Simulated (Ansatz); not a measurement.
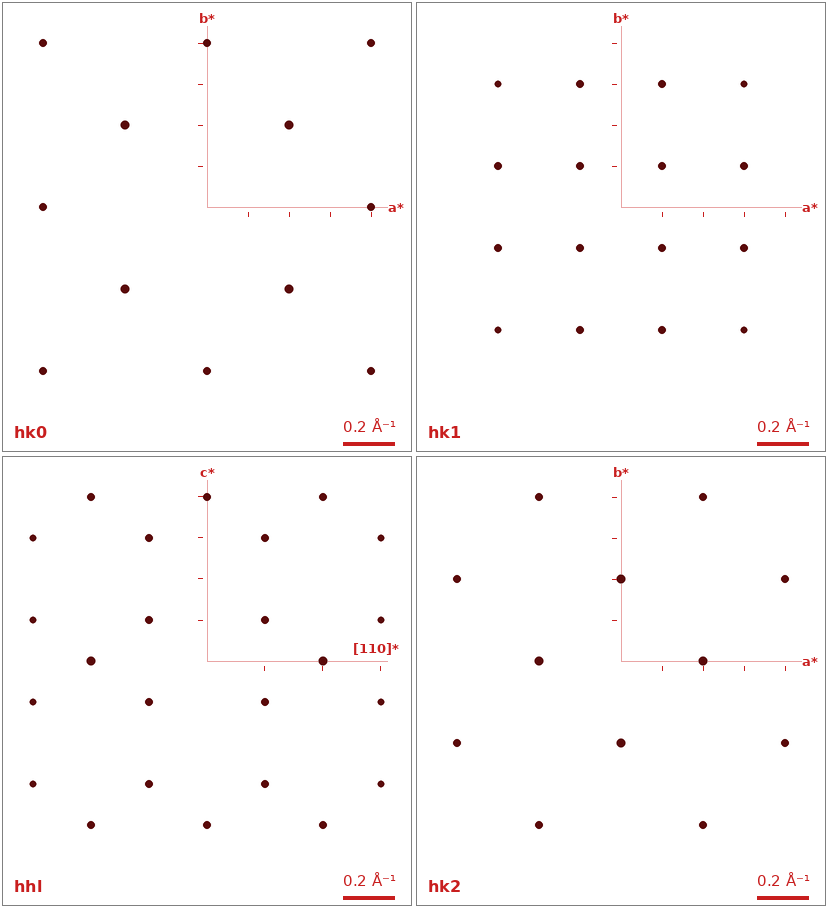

Simulated precession-type sections (X-rays; kinematic intensities, B = 0.5 Å²). The ticks mark integer indices of the conventional cell.

**Read the reciprocal cell and give the direct cell.**

a* = 0.164, b* = 0.164, c* = 0.164 Å⁻¹; the cell is cubic with a = 6.11 Å.

**Which reflection conditions do the layers show?**

Reflections are present only under these conditions. hkl: h + k = 2n, h + l = 2n; hk0: h = 2n, h + k = 4n; hhl: h + l = 2n; h00: h = 4n. The lattice is face-centred (F). Further gaps, such as 2 2 2, 4 4 2, come from atoms on special positions, not from the group's general conditions.

**Which space groups fit?**

The intensities have Laue symmetry m-3m (the hk0 layer shows 4mm, hk1 shows 4mm). With these conditions only Fd-3m (No. 227) fits. The compound is Ta. Structure: the input geometry of an electronic-structure calculation (not necessarily at equilibrium); the starting structure was generated, so it need not be a known form of this composition.
